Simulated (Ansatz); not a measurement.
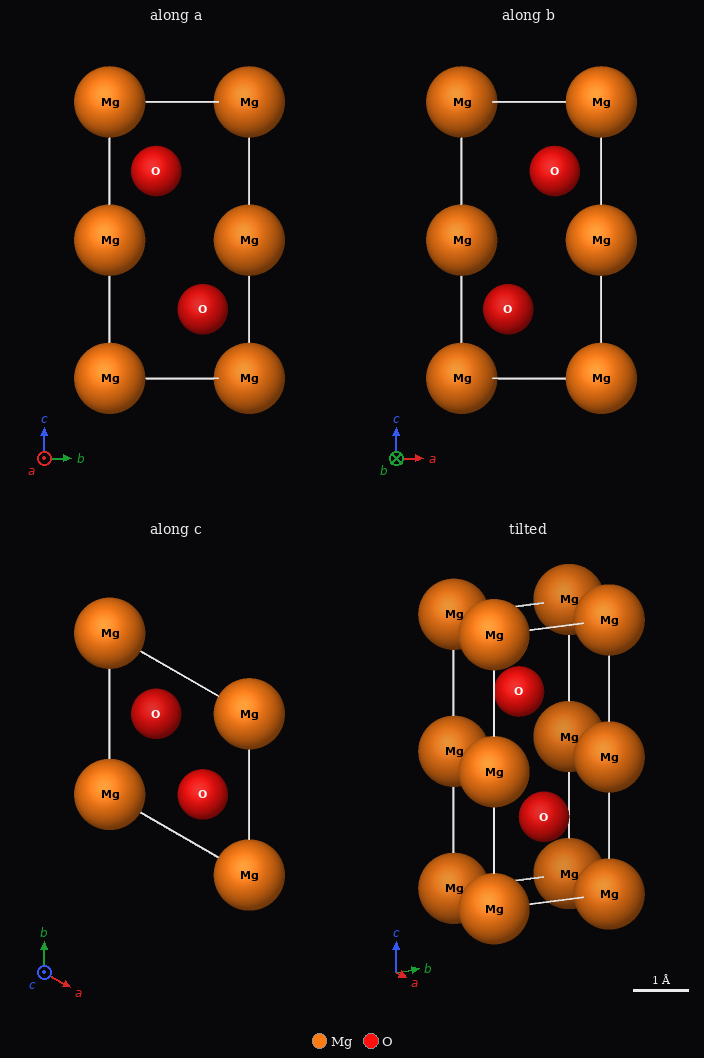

View along the a axis, along the b axis, along the c axis and slightly off an axis, drawn as a spheres-only model. The frame is the conventional unit cell; atoms at its boundary are shown with their periodic copies.

Lattice parameters: a = 2.9695 Å, b = 2.9695 Å, c = 5.0921 Å, α = 90.000°, β = 90.000°, γ = 120.000°.

Question: Transcribe the picture into a CIF with its space group and independent sites.

Answer:
```cif
data_structure
_symmetry_space_group_name_H-M 'P 63/m m c'
_symmetry_Int_Tables_number 194
_cell_length_a 2.9695
_cell_length_b 2.9695
_cell_length_c 5.0921
_cell_angle_alpha 90.000
_cell_angle_beta 90.000
_cell_angle_gamma 120.000
_cell_volume 38.89
loop_
_atom_site_label
_atom_site_type_symbol
_atom_site_symmetry_multiplicity
_atom_site_Wyckoff_symbol
_atom_site_fract_x
_atom_site_fract_y
_atom_site_fract_z
_atom_site_occupancy
Mg1 Mg 2 a 0.0000 0.0000 0.0000 1
O1 O 2 c 0.3333 0.6667 0.2500 1
```

The structure comes from a structure type filled with these elements by a generator (whether the compound takes this form wasn't checked). The cell was then strained or its atoms displaced on purpose. A calculation with Ansatz used it as input.

At this level of theory the cell isn't at rest (stretched, at -5 GPa), so its distances can differ from those at equilibrium, the more so the softer the solid.
